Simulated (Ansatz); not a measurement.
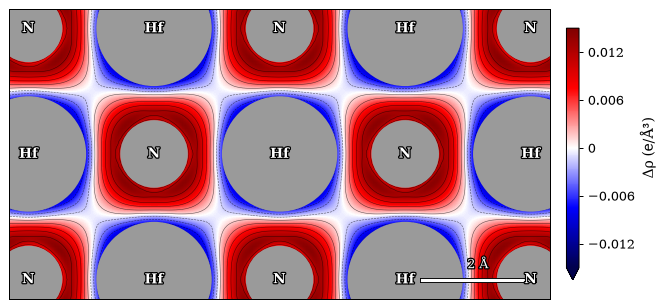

HfN: difference of two self-consistent densities at the same geometry, ρ(HSE06) − ρ(PBE), on the (010) plane of the conventional cell. Grey discs cover the cores, where the PAW densities can't be compared. Cores are masked to 1.0 Å (Hf) and 0.6 Å (N).

Space group Fm-3m.

Both runs: Ansatz, scalar-relativistic, plane waves and PAW, same cutoff, k-points and PAW files (made with PBE).

### What differs between the two levels of theory?

Against PBE, and outside the masked cores, the largest gain, 0.015 e/Å³, lies 0.7 Å from a nitrogen nucleus, and the largest loss lies at the edge of the masked core of Hf.
- Bader charges are Hf +1.93 and N −1.93 e with PBE and Hf +2.04 and N −2.04 e with HSE06.
- At this volume the pressure is 6 GPa with PBE and roughly 2 GPa with HSE06.

Run times: 2.1 min (HSE06) and 4.1 s (base cell), on 2 threads of Intel(R) Xeon(R) 6975P-C (Granite Rapids), with other jobs on the host.
